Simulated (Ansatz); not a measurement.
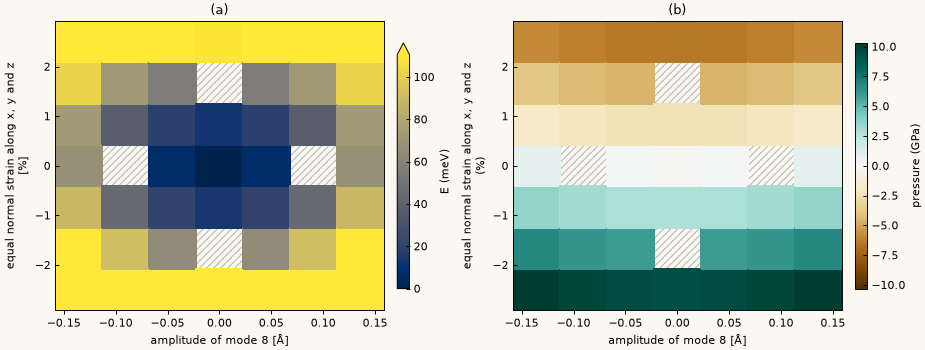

SrO (Fm-3m, No. 225; 4 atoms in the cell). 
- The energy is mapped over a normal mode and a strain (zone-centre modes of the 4-atom cell of this scan, which folds in the wave vector (0, 0, 1/2) of the primitive cell) (x, y and z along the cube axes).
- The first coordinate is: amplitude of mode 8 (217 cm⁻¹), largest displacement in the unstrained cell; the second: equal normal strain along x, y and z.
- Nothing is relaxed (the pattern is fixed in fractional coordinates).
- The scan uses a 7 × 7 grid; 25 points were computed and 20 follow by symmetry. At 4 points there is no value.
- Points are written as (first, second).
- All energies are given in meV per cell relative to the lowest grid point.
- The calculation used Ansatz, DFT LDA, scalar-relativistic, plane waves, PAW. Settings: cutoff 520 eV, k-mesh 9×9×8 in the order of the run's cell vectors, gaussian smearing 0.05 eV, no spin polarisation.

Panel (a) is the energy; panel (b) is the computed pressure, in GPa.

The picture shows one coloured cell a grid point, one colour for all values above the top of the scale, hatched blanks where no value was computed.

### How does the pressure vary over the map, and what is it at the lowest grid point?

It runs from −6.5 GPa at (0.000 Å, 2.50 %) to 10.3 GPa at (−0.136 Å, −2.50 %). At the lowest grid point, (0.000 Å, 0.00 %), it is 0.0 GPa.
